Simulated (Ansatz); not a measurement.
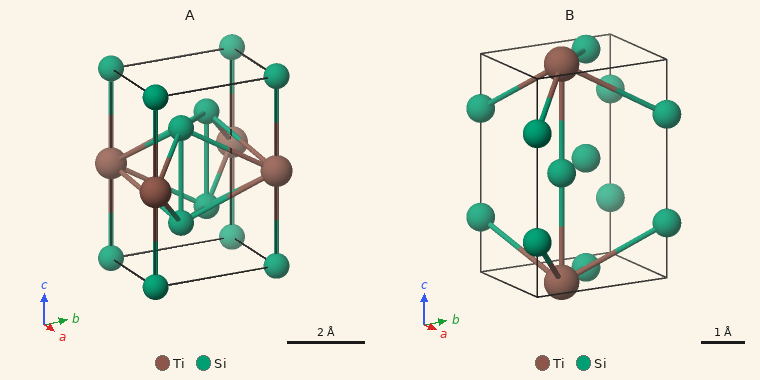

Two structures of TiSi5, each relaxed to rest (conventional cells in solid outline, small ones repeated, not to one scale). Method: DFT PBE, scalar-relativistic, plane waves, PAW in Ansatz 0.2.0, without spin polarisation.

### What are A and B?

A: 6 atoms a cell on a primitive hexagonal lattice, P6/mmm. B: 6 atoms a cell on a primitive hexagonal lattice, P-6m2.

### A or B: which is lower in energy?

A is lower, by 193 meV/atom at this level of theory (energies at zero smearing). Volumes: A 14.5, B 15.0 Å³/atom.
